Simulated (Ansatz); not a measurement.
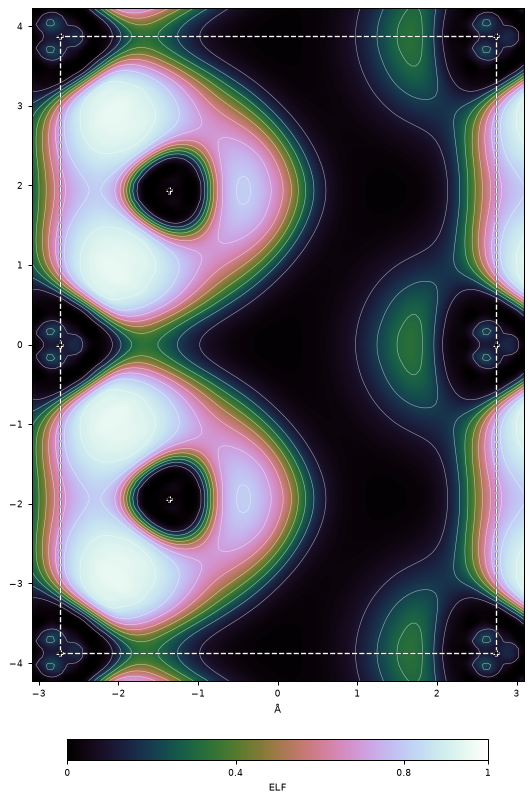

The ELF on a plane through atoms (crosses mark nuclei in the plane).

Computed with DFT, HSE06, plane waves, PAW in Ansatz 0.2.0.

Candidates:
A. AlP, a = 5.48 Å, b = 5.48 Å, c = 5.48 Å, α = 90.00°, β = 90.00°, γ = 90.00°. Space group F-43m; started from the zincblende prototype, which need not be the ambient phase.
B. GaP, a = 3.78 Å, b = 3.78 Å, c = 5.54 Å, α = 90.00°, β = 90.00°, γ = 90.00°. Space group I-4m2; started from the zincblende prototype, which need not be the ambient phase; changed on purpose from its base cell (epitaxial xy strain -2.0%); computed pressure about 3 GPa in this cell.
C. InP, a = 6.03 Å, b = 6.03 Å, c = 6.03 Å, α = 90.00°, β = 90.00°, γ = 90.00°. Space group F-43m; started from the zincblende prototype, which need not be the ambient phase; changed on purpose from its base cell (hydrostatic strain +2.0%); computed pressure about −4 GPa in this cell.

Question: Which candidate gave the map?

Answer: Candidate A: AlP on the (101) plane of the conventional cell, which holds Al and P. Al–P (2.37 Å): the ELF peaks at about 0.95 between the atoms (a covalent bond).
